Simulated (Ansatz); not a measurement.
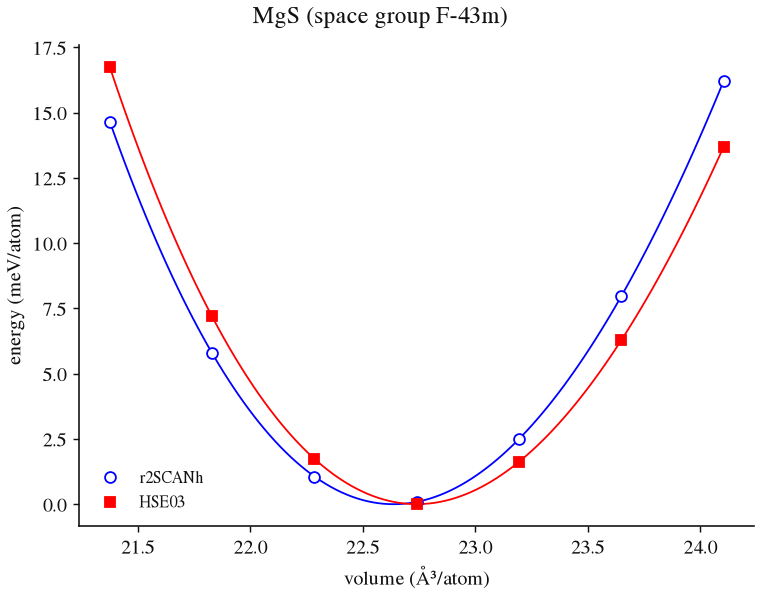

Figure. Energy against volume, with one curve for each functional, for MgS (space group F-43m).

Settings that differ: r2SCANh: density cutoff 2000 eV, wave cutoff 500 eV, k mesh 4×4×4, occupations Methfessel–Paxton, smearing width 0.1 eV; HSE03: density cutoff 1680 eV, wave cutoff 420 eV, k mesh 5×5×5, occupations fixed.

The fitted equilibrium volumes, smallest first, are r2SCANh 22.637, HSE03 22.740 Å³/atom. The fitted bulk moduli, smallest first, are HSE03 59.1, r2SCANh 60.7 GPa.

Method: plane-wave DFT, no spin polarisation; energies at scaled volumes of the given cell, shape and fractions fixed, counted from the fit's minimum, third-order Birch-Murnaghan fit (Ansatz 0.2.0). All runs: no spin polarisation.

```tsv
setting	value
potentials	Ansatz PAW
```

Limits of the calculation: coarse k mesh (r2SCANh); the program warns: stress exchange threshold loose.
